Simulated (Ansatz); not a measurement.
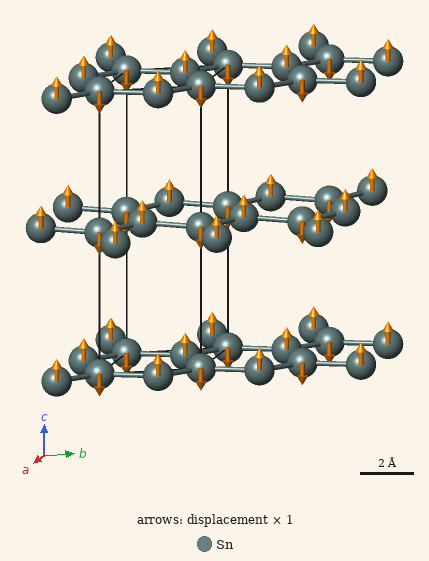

This is a relaxation of a crystal of Sn (built on the C_186 type) (coarse preliminary run). The starting structure is drawn; orange arrows show the displacements (the part carried along by the change of the cell is left out), at their true length.

A ball-and-stick model of the cell of the calculation, repeated 1 × 2 × 1 with one cell outlined, seen slightly off an axis.

Case: C type (P6_3mc, No. 186).

The calculation used DFT PBE, scalar-relativistic, plane waves, PAW in Ansatz 0.2.0.

Input
```yaml
crystal:
  lattice:
    - [4.0186039267, 0.0, 0.0]
    - [-2.0093019634, 3.4802130882, 0.0]
    - [0.0, 0.0, 11.0470987061]
  atoms:
    - { symbol: Sn, position: [0.0, 0.0, 0.0] }
    - { symbol: Sn, position: [0.0, 0.0, 0.5] }
    - { symbol: Sn, position: [0.3333333333, 0.6666666667, 0.005] }
    - { symbol: Sn, position: [0.6666666667, 0.3333333333, 0.505] }
basis:
  ecutwfc: 420
kpoints:
  mp_grid: { grid: [6, 6, 2] }
hamiltonian:
  xc: pbe
scf:
  occupations: { method: gaussian, width: 0.1 }
  lower_state_search: "off"
output:
  forces: true
  stress: true
  eigenvalues: true
relax:
  adjacent_minimum: "off"
  f_tol: 0.04
  max_steps: 70
  cell: { stress_tol: 0.4 }
```

> Describe the change and its energy.

The largest moves relative to the cell, 0.88 Å, are those of Sn1, Sn2, Sn3 and Sn4. Sn1 goes along −c. The drawn cell changes as follows: a = b 4.019 → 4.402 Å (+9.6 %), c 11.047 → 7.175 Å (−35.1 %); the volume changes by −22.1 %. Among the contacts that change: Sn1–Sn4 5.940 → 3.111 Å, Sn1–Sn3 2.321 → 3.111 Å. New bonds form: Sn1–Sn4 (5.94 → 3.11 Å), Sn2–Sn3 (5.94 → 3.11 Å). Bond angles that change, for instance: Sn3–Sn1–Sn3 119.9° → 90.1°. The space group (tolerance 0.01 Å) goes from P6_3mc (No. 186) to P6_3/mmc (No. 194). After 16 accepted moves (18 points after the start) the energy has fallen by 2178 meV per atom. Largest force component: 0.41 eV/Å at the start, 0.00073 eV/Å at the end. Pressure: 32.56 GPa at the start and −0.04 GPa at the end. The line search rejected the trial step at point 15 of the run. The SCF was repeated once at an unchanged geometry on a basis and grid sized afresh for the cell, which shifted the energy by 0.2 meV per atom at most. The run took roughly 2.1 core-minutes on a shared host.
